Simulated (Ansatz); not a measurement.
## Run report: P, geometry relaxation (part 2 of 2)

Continued. System: P (1 atom in the cell). Method: DFT PBE+D3(BJ), scalar-relativistic, plane waves, PAW, no spin polarisation (Ansatz 0.2.0); cutoff 420 eV, 10×10×10 k-mesh, Gaussian smearing of 0.1 eV. The structure derives from an entry of the Crystallography Open Database.

Geometry of the input (Å; fractional positions):
```
4.2729  0.0000  0.0000
0.0000  4.2729  0.0000
0.0000  0.0000  4.3780
P  0.0000  0.0000  0.0000
```

## The program's output, continued
```
SCF iter   1: F=—  HF=-755.950035 eV  |F-HF|=—  |Δ(HF+E_count)|=         —  Δρ=7.29e-3  dr2=7.88e-3  ethr=1.59e-4  ⟨swp⟩=1.7  Hψ=9824  notcnv=0
preconditioner: auto → none  [metal: Δε(μ)=0.096 eV  Ē_g=14.901 eV  σ=0.100 eV  W_gap=0.45  n_scr=0 (ndim 8)  ℏωp=20.5 eV  f_vac=0.000  D(μ)=0.45/eV (n_scr^D=0)]
SCF iter   2: F=—  HF=-755.949753 eV  |F-HF|=—  |Δ(HF+E_count)|=   2.82e-4  Δρ=3.54e-3  dr2=1.68e-3  ethr=1.58e-4  ⟨swp⟩=1.0  Hψ=887  notcnv=0
SCF iter   3: F=—  HF=-755.950000 eV  |F-HF|=—  |Δ(HF+E_count)|=   2.47e-4  Δρ=3.13e-4  dr2=1.06e-5  ethr=3.36e-5  ⟨swp⟩=1.7  Hψ=1045  notcnv=0
SCF iter   4: F=—  HF=-755.950005 eV  |F-HF|=—  |Δ(HF+E_count)|=   5.27e-6  Δρ=2.51e-5  dr2=9.64e-8  ethr=2.00e-9  ⟨swp⟩=10.3  Hψ=7395  notcnv=0
SCF iter   5: F=-755.950005 eV  HF=-755.950005 eV  |F-HF|=4.17e-9  |Δ(HF+E_count)|=   1.65e-8  Δρ=5.03e-6  dr2=1.79e-9  ethr=1.93e-9  ⟨swp⟩=5.7  Hψ=3864  notcnv=0
SCF 10 converged in 5 iterations: F = -755.950005 eV  dr2 = 1.79e-9
  greatest PAW one-centre occupation: 0.810 electrons in one spin orbital (limit 2), on the P atom at site 0 (counted from 0), in its partial waves of l = 0
relax step  10: F+E_penalty+E_count = -755.95000491 eV  Δ(F+E_penalty+E_count) = -3.540e-1 eV  max|allowed force component| = 0.000e0 eV/Å  Δτ_max = 0.0000 Å  P = -12.899 GPa  Ω = 16.362 Å³  energy of the carried Pulay correction = +2.080e-3 eV  (5 SCF iters, dr2 threshold 1.00e-7 eV, accepted)
Crystal: 1 atoms, lattice volume = 13.864 Å³
Basis set: ecut = 420 eV, 257 PW (Γ), exchange–correlation on 60×60×60 points (8 copies of the dense FFT grid, shifted against one another)
iter 1 solved again at ethr=1.72e-4 eV; its pass at ethr=3.10e-3 eV (dr2=8.59e-3 eV) is discarded
SCF iter   1: F=—  HF=-756.096954 eV  |F-HF|=—  |Δ(HF+E_count)|=         —  Δρ=8.95e-3  dr2=8.63e-3  ethr=1.72e-4  ⟨swp⟩=1.0  Hψ=9475  notcnv=0
preconditioner: auto → none  [metal: Δε(μ)=0.083 eV  Ē_g=16.232 eV  σ=0.100 eV  W_gap=0.41  n_scr=0 (ndim 8)  ℏωp=22.3 eV  f_vac=0.000  D(μ)=0.33/eV (n_scr^D=0)]
SCF iter   2: F=—  HF=-756.096494 eV  |F-HF|=—  |Δ(HF+E_count)|=   4.60e-4  Δρ=4.38e-3  dr2=1.90e-3  ethr=1.72e-4  ⟨swp⟩=1.0  Hψ=882  notcnv=0
SCF iter   3: F=—  HF=-756.096614 eV  |F-HF|=—  |Δ(HF+E_count)|=   1.19e-4  Δρ=2.47e-4  dr2=5.23e-6  ethr=3.80e-5  ⟨swp⟩=1.0  Hψ=888  notcnv=0
SCF iter   4: F=—  HF=-756.096617 eV  |F-HF|=—  |Δ(HF+E_count)|=   3.56e-6  Δρ=2.14e-5  dr2=2.06e-8  ethr=2.00e-9  ⟨swp⟩=8.5  Hψ=6564  notcnv=0
SCF iter   5: F=-756.096617 eV  HF=-756.096617 eV  |F-HF|=6.91e-10  |Δ(HF+E_count)|=   2.23e-8  Δρ=2.24e-6  dr2=5.00e-10  ethr=4.13e-10  ⟨swp⟩=5.1  Hψ=3723  notcnv=0
SCF 11 converged in 5 iterations: F = -756.096617 eV  dr2 = 5.00e-10
  greatest PAW one-centre occupation: 0.798 electrons in one spin orbital (limit 2), on the P atom at site 0 (counted from 0), in its partial waves of l = 0
relax step  11: F+E_penalty+E_count = -756.09661750 eV  Δ(F+E_penalty+E_count) = -1.466e-1 eV  max|allowed force component| = 0.000e0 eV/Å  Δτ_max = 0.0000 Å  P = +0.882 GPa  Ω = 13.864 Å³  energy of the carried Pulay correction = +2.188e-3 eV  (5 SCF iters, dr2 threshold 1.00e-7 eV, accepted)
Crystal: 1 atoms, lattice volume = 13.962 Å³
iter 1 solved again at ethr=1.03e-6 eV; its pass at ethr=3.10e-3 eV (dr2=5.16e-5 eV) is discarded
SCF iter   1: F=—  HF=-756.097443 eV  |F-HF|=—  |Δ(HF+E_count)|=         —  Δρ=7.35e-4  dr2=5.87e-5  ethr=1.03e-6  ⟨swp⟩=2.7  Hψ=8519  notcnv=0
preconditioner: auto → none  [metal: Δε(μ)=0.065 eV  Ē_g=16.182 eV  σ=0.100 eV  W_gap=0.33  n_scr=0 (ndim 8)  ℏωp=22.2 eV  f_vac=0.000  D(μ)=0.39/eV (n_scr^D=0)]
SCF iter   2: F=—  HF=-756.097432 eV  |F-HF|=—  |Δ(HF+E_count)|=   1.07e-5  Δρ=3.20e-4  dr2=1.01e-5  ethr=1.03e-6  ⟨swp⟩=1.0  Hψ=892  notcnv=0
SCF iter   3: F=-756.097431 eV  HF=-756.097431 eV  |F-HF|=2.49e-8  |Δ(HF+E_count)|=   5.62e-7  Δρ=3.04e-5  dr2=8.60e-8  ethr=2.00e-9  ⟨swp⟩=8.5  Hψ=6065  notcnv=0
SCF 12 converged in 3 iterations: F = -756.097431 eV  dr2 = 8.60e-8
relax step  12: F+E_penalty+E_count = -756.09743143 eV  Δ(F+E_penalty+E_count) = -8.139e-4 eV  max|allowed force component| = 0.000e0 eV/Å  Δτ_max = 0.0000 Å  P = -0.110 GPa  Ω = 13.962 Å³  energy of the carried Pulay correction = +2.184e-3 eV  (3 SCF iters, dr2 threshold 1.00e-7 eV, accepted)
Crystal: 1 atoms, lattice volume = 13.932 Å³
iter 1 solved again at ethr=3.62e-7 eV; its pass at ethr=3.10e-3 eV (dr2=1.81e-5 eV) is discarded
SCF iter   1: F=—  HF=-756.097540 eV  |F-HF|=—  |Δ(HF+E_count)|=         —  Δρ=4.65e-4  dr2=2.16e-5  ethr=3.62e-7  ⟨swp⟩=2.6  Hψ=8401  notcnv=0
preconditioner: auto → none  [metal: Δε(μ)=0.057 eV  Ē_g=16.197 eV  σ=0.100 eV  W_gap=0.31  n_scr=0 (ndim 8)  ℏωp=22.2 eV  f_vac=0.000  D(μ)=0.42/eV (n_scr^D=0)]
SCF iter   2: F=—  HF=-756.097536 eV  |F-HF|=—  |Δ(HF+E_count)|=   4.33e-6  Δρ=1.97e-4  dr2=3.52e-6  ethr=3.62e-7  ⟨swp⟩=1.0  Hψ=890  notcnv=0
SCF iter   3: F=-756.097536 eV  HF=-756.097536 eV  |F-HF|=8.14e-9  |Δ(HF+E_count)|=   2.65e-7  Δρ=1.86e-5  dr2=3.17e-8  ethr=2.00e-9  ⟨swp⟩=7.9  Hψ=5674  notcnv=0
SCF 13 converged in 3 iterations: F = -756.097536 eV  dr2 = 3.17e-8
relax step  13: F+E_penalty+E_count = -756.09753577 eV  Δ(F+E_penalty+E_count) = -1.043e-4 eV  max|allowed force component| = 0.000e0 eV/Å  Δτ_max = 0.0000 Å  P = +0.177 GPa  Ω = 13.932 Å³  energy of the carried Pulay correction = +2.185e-3 eV  (3 SCF iters, dr2 threshold 1.00e-7 eV, accepted)
Crystal: 1 atoms, lattice volume = 13.950 Å³
iter 1 solved again at ethr=1.43e-8 eV; its pass at ethr=3.10e-3 eV (dr2=7.14e-7 eV) is discarded
SCF iter   1: F=—  HF=-756.097545 eV  |F-HF|=—  |Δ(HF+E_count)|=         —  Δρ=8.05e-5  dr2=7.35e-7  ethr=1.43e-8  ⟨swp⟩=2.4  Hψ=8334  notcnv=0
preconditioner: auto → none  [metal: Δε(μ)=0.060 eV  Ē_g=16.186 eV  σ=0.100 eV  W_gap=0.33  n_scr=0 (ndim 8)  ℏωp=22.2 eV  f_vac=0.000  D(μ)=0.41/eV (n_scr^D=0)]
SCF iter   2: F=—  HF=-756.097545 eV  |F-HF|=—  |Δ(HF+E_count)|=   5.76e-8  Δρ=3.87e-5  dr2=1.57e-7  ethr=1.43e-8  ⟨swp⟩=1.0  Hψ=882  notcnv=0
SCF iter   3: F=-756.097545 eV  HF=-756.097545 eV  |F-HF|=2.42e-10  |Δ(HF+E_count)|=   7.20e-9  Δρ=2.35e-6  dr2=4.97e-10  ethr=1.85e-9  ⟨swp⟩=7.9  Hψ=4540  notcnv=0
SCF 14 converged in 3 iterations: F = -756.097545 eV  dr2 = 4.97e-10
relax step  14: F+E_penalty+E_count = -756.09754536 eV  Δ(F+E_penalty+E_count) = -9.592e-6 eV  max|allowed force component| = 0.000e0 eV/Å  Δτ_max = 0.0000 Å  P = +0.002 GPa  Ω = 13.950 Å³  energy of the carried Pulay correction = +2.184e-3 eV  (3 SCF iters, dr2 threshold 9.27e-8 eV, accepted)
Basis set: ecut = 420 eV, 257 PW (Γ), exchange–correlation on 36×36×36 points (8 copies of the dense FFT grid, shifted against one another)
Initial wavefunctions: pseudopotential atomic-orbital guess (no wavefunctions were taken with the density)
iter 1 solved again at ethr=2.05e-7 eV; its pass at ethr=3.10e-3 eV (dr2=1.03e-5 eV) is discarded
SCF iter   1: F=—  HF=-756.097035 eV  |F-HF|=—  |Δ(HF+E_count)|=         —  Δρ=1.73e-4  dr2=2.96e-7  ethr=2.05e-7  ⟨swp⟩=3.3  Hψ=10669  notcnv=0
SCF iter   2: F=—  HF=-756.097038 eV  |F-HF|=—  |Δ(HF+E_count)|=   2.86e-6  Δρ=8.75e-5  dr2=7.60e-8  ethr=5.91e-9  ⟨swp⟩=2.1  Hψ=1195  notcnv=0
SCF iter   3: F=—  HF=-756.097039 eV  |F-HF|=—  |Δ(HF+E_count)|=   1.27e-6  Δρ=8.51e-7  dr2=1.74e-11  ethr=1.52e-9  ⟨swp⟩=2.0  Hψ=1207  notcnv=0
SCF iter   4: F=-756.097039 eV  HF=-756.097039 eV  |F-HF|=5.57e-12  |Δ(HF+E_count)|=  7.71e-11  Δρ=2.32e-7  dr2=1.14e-12  ethr=1.00e-12  ⟨swp⟩=6.8  Hψ=4302  notcnv=0
SCF 15 converged in 4 iterations: F = -756.097039 eV  dr2 = 1.14e-12
relax step  15: F+E_penalty+E_count = -756.09703897 eV  Δ(F+E_penalty+E_count) = +5.064e-4 eV  max|allowed force component| = 0.000e0 eV/Å  Δτ_max = 0.0000 Å  P = +0.005 GPa  Ω = 13.950 Å³  stress off target by 7.88e-3 GPa  SCF on the basis re-selected at this cell (its energy is not comparable with the rows above)  (4 SCF iters)
```

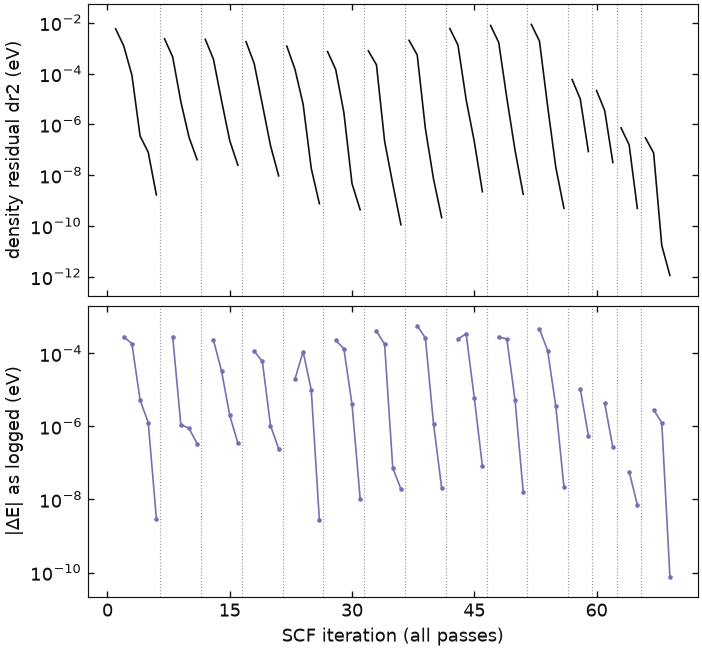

Figure 1. Convergence of the self-consistent field: density residual dr2 and size of the energy change against the SCF iteration. The dotted lines part the SCF passes of the relaxation: geometry steps, rejected trials and re-solves on a re-selected basis. The 15 passes take 3 to 6 iterations each, 69 in all.

```
basis re-selected at this cell: Δ(F+E_penalty+E_count) = +5.064e-4 eV, ΔP = +0.003 GPa vs the last step (what re-selecting the basis moved, of the pressure what is left beyond the Pulay correction that the steps carried, after the strain that the cell walked since its last selection, with what the two solves' SCF thresholds leave and, on support functions, any second-order correction that the steps lacked; it is no measure of the basis error at this ecutwfc). The dense FFT grid was sized anew with the basis: this SCF ran on 18×18×18 points, the steps before it on 30×30×30, so part of this shift can come from that change (see relax.cell in the input reference). This SCF's stress stands 7.88e-3 GPa from its target on what of the cell is left free (relax.cell.stress_tol is 5.00e-2 GPa) and its largest allowed force component is 0.00e0 eV/Å (relax.f_tol is 5.00e-3 eV/Å): within both
SCF converged after 4 iterations
Free energy (F): -756.097039 eV
Harris-Foulkes:  -756.097039 eV  (|F-HF|=5.57e-12)
Internal energy: -756.094965 eV  (E = F + TS)
E sigma→0 (E₀):  -756.096002 eV
Entropy (-TS):   -0.002074 eV (-2.074 meV/atom)
Fermi energy:    11.865030 eV
--- Per-component energies (eV) ---
  E_band       = 23.945844
  E_kinetic    = 72.643091
  E_local      = -22.926631  (includes V_loc(G=0)·N_el)
  E_nonlocal   = 33.328255
  E_hartree    = 5.340998
  E_xc         = -62.599641
  E_vxc        = -62.338020  (∫ρ·V_xc dr)
  E_paw        = -569.227316  (= ΣΔE_a)
  E_vpaw       = -7.442849  (= ΣTr[D̂ρ^β])
  E_aug_tail   = 0.000003  (compensation charges beyond the density's cutoff)
  E_ewald      = -212.147111
  E_disp       = -0.506612  (pairwise vdW)
  E_smearing   = -0.002074  (= −TS)
  E_closure    = 0.000000  (closes the sum)
  Σ components = -756.097039   (vs F -756.097039, Δ=0.00e0)
--- Forces (eV/Å), atoms counted from 1 ---
  atom   1  P      0.00000000    -0.00000000     0.00000000
  max |Σ_I F_I| component: 1.23e-32 eV/Å
--- Stress (GPa, compression-positive) ---
        0.007880       0.000000       0.000000
        0.000000       0.007880       0.000000
        0.000000       0.000000      -0.001501
  P = ⅓ Tr σ = 0.0048 GPa (0.048 kbar)
--- Band table (eV; the first three rows and the last of 126) ---
  k-point 0: bands = ["-5.2405", "16.9614", "16.9634", "16.9634", "18.3658", "18.3664", "26.5029"]
  k-point 1: bands = ["-5.0048", "13.8098", "17.1499", "17.1499", "18.5502", "21.1899", "27.3210"]
  k-point 2: bands = ["-4.3044", "10.1915", "17.6947", "17.6947", "19.0748", "23.6543", "29.7568"]
  k-point 125: bands = ["9.4712", "9.4712", "9.4721", "10.5515", "16.2012", "16.2018", "16.2018"]
--- Relaxed structure (14 steps of the walk, 14 accepted, 1 SCFs on fresh bases) ---
  F+E_penalty+E_count = -756.09703897 eV   max|allowed force component| = 0.000e0 eV/Å   (the final SCF, on the basis selected at the relaxed cell)
  cell:  # Å, volume = 13.9505 Å³
    - [2.4072602640506595, -9.551970630574865e-35, 0.0]
    - [-9.551970630574865e-35, 2.4072602640506595, 0.0]
    - [0.0, 0.0, 2.4073686089505473]
  atoms:
    - { symbol: P, position: [0.0, 0.0, 0.0] }
```

## Trajectory as extended XYZ (Å, eV, eV/Å), 15 frames, from step=1 to step=15
```
1
Lattice="4.2729 0.0000 0.0000 0.0000 4.2729 0.0000 0.0000 0.0000 4.3780" Properties=species:S:1:pos:R:3:forces:R:3 step=1 energy=-751.53566 pressure_GPa=-3.88
P     0.0000    0.0000    0.0000    0.0000   0.0000   0.0000
1
Lattice="4.0671 0.0000 0.0000 0.0000 4.0671 0.0000 0.0000 0.0000 4.1848" Properties=species:S:1:pos:R:3:forces:R:3 step=2 energy=-751.83878 pressure_GPa=-5.24
P     0.0000    0.0000    0.0000    0.0000   0.0000   0.0000
1
Lattice="3.8585 0.0000 0.0000 0.0000 3.8585 0.0000 0.0000 0.0000 3.9929" Properties=species:S:1:pos:R:3:forces:R:3 step=3 energy=-752.21119 pressure_GPa=-7.02
P     0.0000    0.0000    0.0000    0.0000   0.0000   0.0000
1
Lattice="3.6499 0.0000 0.0000 0.0000 3.6499 0.0000 0.0000 0.0000 3.8045" Properties=species:S:1:pos:R:3:forces:R:3 step=4 energy=-752.65519 pressure_GPa=-9.26
P     0.0000    0.0000    0.0000    0.0000   0.0000   0.0000
1
Lattice="3.4413 0.0000 0.0000 0.0000 3.4413 0.0000 0.0000 0.0000 3.6194" Properties=species:S:1:pos:R:3:forces:R:3 step=5 energy=-753.17050 pressure_GPa=-11.84
P     0.0000    0.0000    0.0000    0.0000   0.0000   0.0000
1
Lattice="3.2328 0.0000 0.0000 0.0000 3.2328 0.0000 0.0000 0.0000 3.4363" Properties=species:S:1:pos:R:3:forces:R:3 step=6 energy=-753.75159 pressure_GPa=-15.01
P     0.0000    0.0000    0.0000    0.0000   0.0000   0.0000
1
Lattice="3.0245 0.0000 0.0000 0.0000 3.0245 0.0000 0.0000 0.0000 3.2537" Properties=species:S:1:pos:R:3:forces:R:3 step=7 energy=-754.38366 pressure_GPa=-17.94
P     0.0000    0.0000    0.0000    0.0000   0.0000   0.0000
1
Lattice="2.8162 0.0000 0.0000 0.0000 2.8162 0.0000 0.0000 0.0000 3.0637" Properties=species:S:1:pos:R:3:forces:R:3 step=8 energy=-755.00241 pressure_GPa=-20.23
P     0.0000    0.0000    0.0000    0.0000   0.0000   0.0000
1
Lattice="2.6224 0.0000 0.0000 0.0000 2.6224 0.0000 0.0000 0.0000 2.8502" Properties=species:S:1:pos:R:3:forces:R:3 step=9 energy=-755.59598 pressure_GPa=-19.29
P     0.0000    0.0000    0.0000    0.0000   0.0000   0.0000
1
Lattice="2.4911 0.0000 0.0000 0.0000 2.4911 0.0000 0.0000 0.0000 2.6367" Properties=species:S:1:pos:R:3:forces:R:3 step=10 energy=-755.95001 pressure_GPa=-12.90
P     0.0000    0.0000    0.0000    0.0000   0.0000   0.0000
1
Lattice="2.3946 0.0000 0.0000 0.0000 2.3946 0.0000 0.0000 0.0000 2.4178" Properties=species:S:1:pos:R:3:forces:R:3 step=11 energy=-756.09662 pressure_GPa=0.88
P     0.0000    0.0000    0.0000    0.0000   0.0000   0.0000
1
Lattice="2.4047 0.0000 0.0000 0.0000 2.4047 0.0000 0.0000 0.0000 2.4146" Properties=species:S:1:pos:R:3:forces:R:3 step=12 energy=-756.09743 pressure_GPa=-0.11
P     0.0000    0.0000    0.0000    0.0000   0.0000   0.0000
1
Lattice="2.4061 0.0000 0.0000 0.0000 2.4061 0.0000 0.0000 0.0000 2.4066" Properties=species:S:1:pos:R:3:forces:R:3 step=13 energy=-756.09754 pressure_GPa=0.18
P     0.0000    0.0000    0.0000    0.0000   0.0000   0.0000
1
Lattice="2.4073 0.0000 0.0000 0.0000 2.4073 0.0000 0.0000 0.0000 2.4074" Properties=species:S:1:pos:R:3:forces:R:3 step=14 energy=-756.09754 pressure_GPa=0.00
P     0.0000    0.0000    0.0000    0.0000   0.0000   0.0000
1
Lattice="2.4073 0.0000 0.0000 0.0000 2.4073 0.0000 0.0000 0.0000 2.4074" Properties=species:S:1:pos:R:3:forces:R:3 step=15 energy=-756.09704 pressure_GPa=0.00
P     0.0000    0.0000    0.0000    0.0000   0.0000   0.0000
```

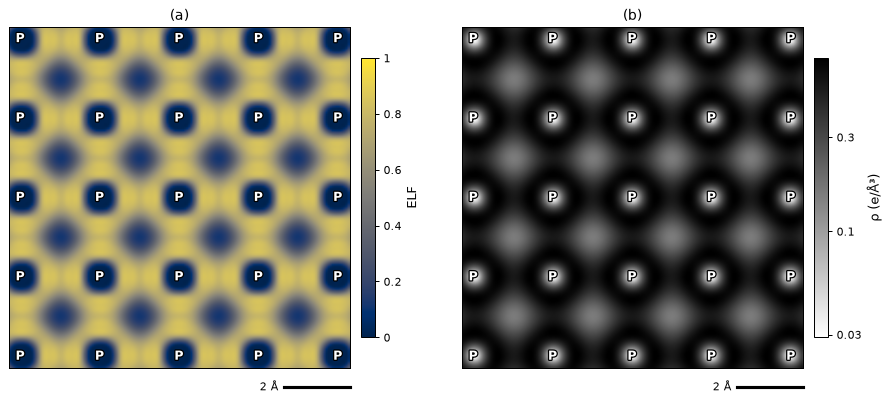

Figure 2. (a) ELF; (b) valence electron density on the (010) plane of the conventional cell. P–P (2.41 Å): the density is about 0.55 e/Å³ at the midpoint; the ELF peaks at about 0.85 between the atoms, which marks localised, shared-pair bonding. Away from the nuclei the density in this plane falls to 0.16 e/Å³ at its lowest. In a PAW calculation such maps are meaningful between the atoms, not at the nuclei.

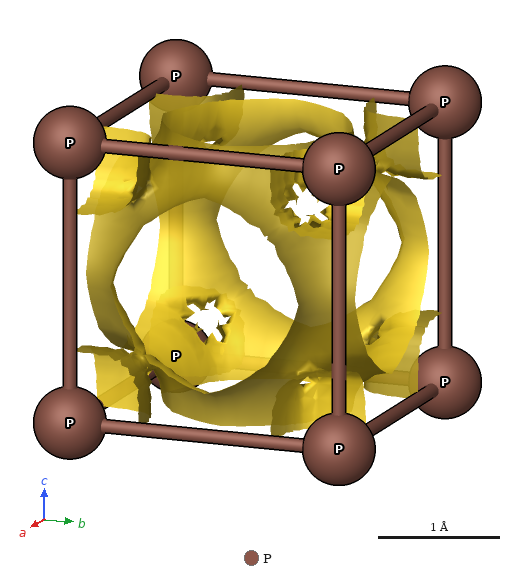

Figure 3. Isosurface of the electron localisation function at 0.7 (yellow), seen slightly off an axis. Only the valence region is drawn (cores and ρ < 0.01 e/Å³ removed). Sticks mark near contacts. The outline is the cell set on symmetry axes. Along the contacts the grid gives the following.

## Results in brief

```json
{"quantity": "outcome", "value": "converged"}
{"quantity": "space group (tolerance 0.01 Å)", "value": "P4/mmm (123) → Pm-3m (221)"}
{"quantity": "electrons treated", "value": "5"}
{"quantity": "free energy", "value": "−756.0970 eV"}
{"quantity": "Fermi energy", "value": "11.865 eV"}
{"quantity": "gap on the k-point mesh", "value": "none (metallic)"}
{"quantity": "pressure", "value": "0.00 GPa"}
{"quantity": "final volume", "value": "13.95 Å³"}
{"quantity": "largest force (length of the vector) at the end", "value": "under 0.001 eV/Å"}
{"quantity": "final cell", "value": "a = 2.407 Å, b = 2.407 Å, c = 2.407 Å, α = 90.00°, β = 90.00°, γ = 90.00°"}
{"quantity": "wall time", "value": "77 s"}
{"quantity": "peak memory", "value": "0.37 GiB"}
```
